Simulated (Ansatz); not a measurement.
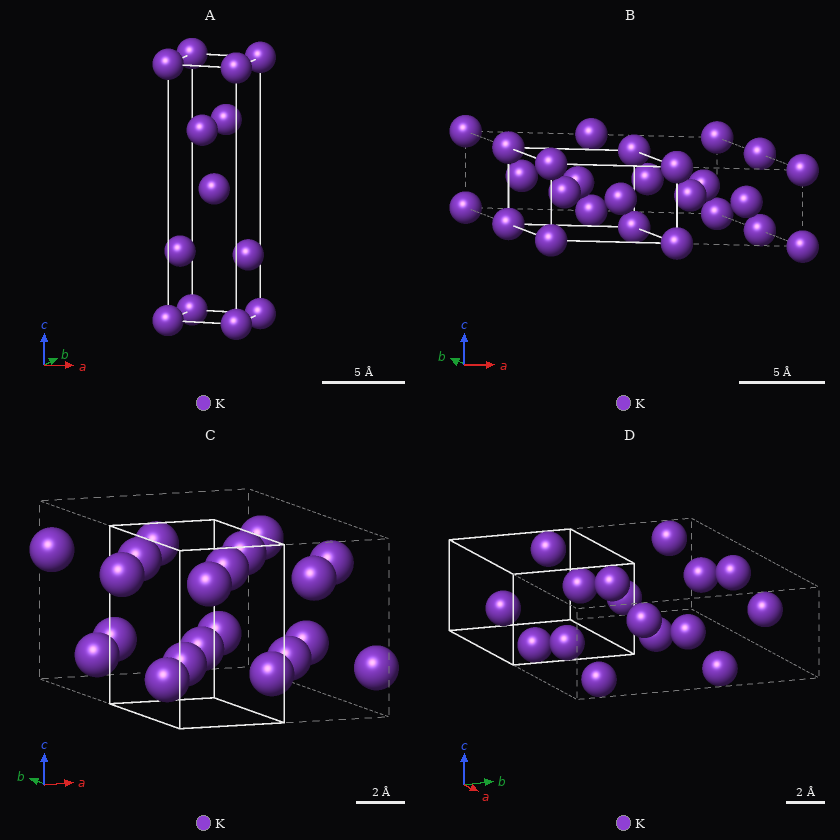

Four structures of K, each relaxed to rest (conventional cells in solid outline, small ones repeated, each panel with its own scale). Method: DFT PBE, scalar-relativistic, plane waves, PAW in Ansatz, without spin polarisation.

**Give the type and space group of each panel.**

A: 4 atoms a cell on a body-centred tetragonal lattice, I4_1/amd; B: ω phase (AlB₂-like), P6/mmm; C: 4 atoms a cell on a base-centred orthorhombic lattice, Cmcm; D: 4 atoms a cell on a primitive orthorhombic lattice, Pnma.

**Which of these is lowest in energy, and how far above it do the others lie?**

C, then B (+11 meV/atom), D (+21 meV/atom) and A (+65 meV/atom), energies at zero smearing.

**Collect the results in a table.**

| panel | structure | E − E(lowest) (meV/atom) | volume (Å³/atom) | gap (eV) |
| --- | --- | --- | --- | --- |
| C | Cmcm | 0 | 73.7 | metal |
| B | P6/mmm | 11 | 74.3 | metal |
| D | Pnma | 21 | 80.5 | metal |
| A | I4_1/amd | 65 | 77.2 | metal |

Some of these may be structure types tried for this composition rather than known phases, and the most stable form need not be among them. Gaps are taken on the k-mesh or band path of each run.
